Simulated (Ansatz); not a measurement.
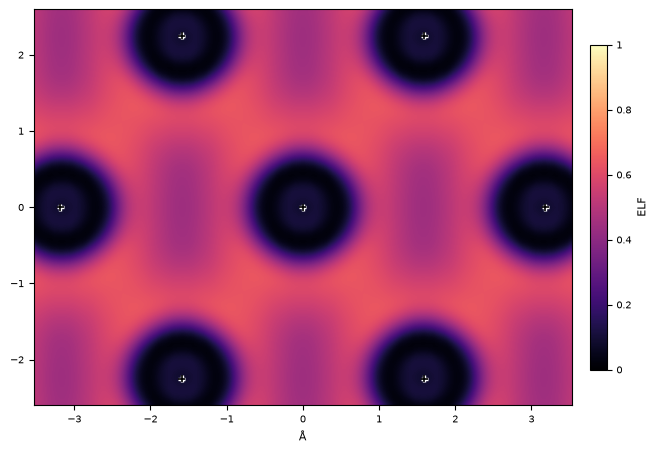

The electron localisation function on a plane through atoms (crosses mark nuclei in the plane).

Computed with Kohn-Sham DFT of a periodic cell, HF, Ansatz PAW in Ansatz.

Candidates:
A. Al, a = 3.18 Å, b = 3.18 Å, c = 3.18 Å, α = 90.00°, β = 90.00°, γ = 90.00°. Space group Im-3m; a structure from a database of computed crystals, not necessarily the ambient phase; computed pressure about 10 GPa in this cell.
B. Ge, a = 2.79 Å, b = 5.20 Å, c = 2.70 Å, α = 90.00°, β = 90.00°, γ = 90.00°. Space group Cmmm; a structure from a database of computed crystals, not necessarily the ambient phase; computed pressure about 5 GPa in this cell.

Q: Which system is this?

A: Candidate A: Al on the (101) plane of the conventional cell, which holds Al. Al–Al (2.76 Å): the ELF peaks at about 0.65 between the atoms.
